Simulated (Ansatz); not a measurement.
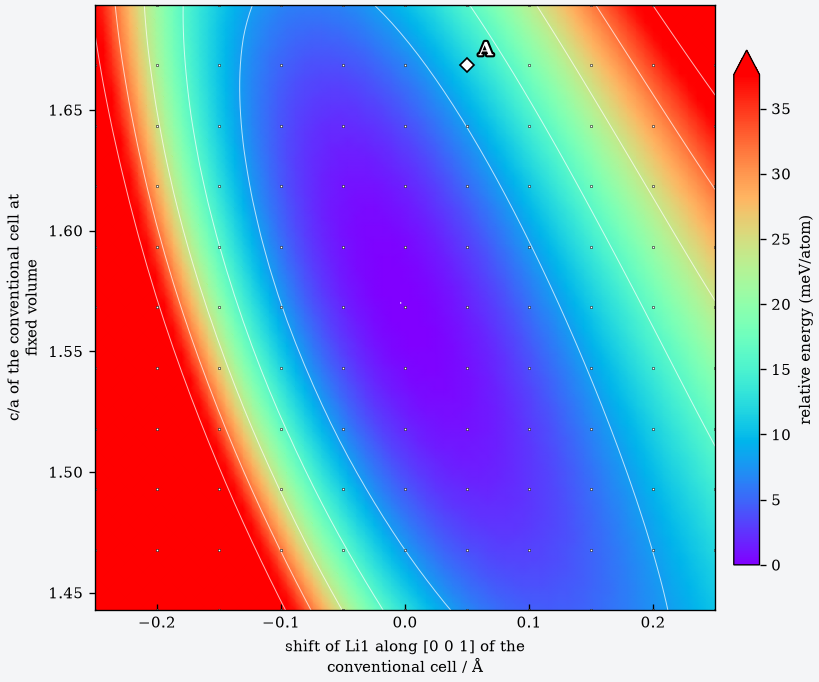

LiF (P6_3mc, No. 186; 4 atoms in the cell). The energy is mapped over a free internal coordinate and the cell. First axis: shift of Li1 along [0 0 1] of the conventional cell, Cartesian (0 0 1), its symmetry partners moved as symmetry demands (measured in the relaxed cell). Second axis: c/a of the conventional cell at fixed volume. Nothing is relaxed (all other coordinates fixed). The grid has 11 × 11 points. Points are written as (first, second). Energies are in meV/atom, from the lowest grid point. These are results of Ansatz 0.2.0, DFT PBE, scalar-relativistic, plane waves, PAW, not measurements. Settings: cutoff 520 eV, k-mesh 9×9×6 in the order of the run's cell vectors, gaussian smearing 0.05 eV, no spin polarisation.

Drawn: a smooth colour map with a few white contour lines, dots at the grid points, one colour for all values above the top of the scale, the point A. Between grid points the surface is interpolated.

**Is A at rest? If not, where is it pushed?**

A, at (0.05 Å, 1.669), is not a stationary point. The computed force is 121 meV/atom for each Å towards smaller values of the first coordinate and 153 meV/atom for each unit towards smaller values of the second coordinate.
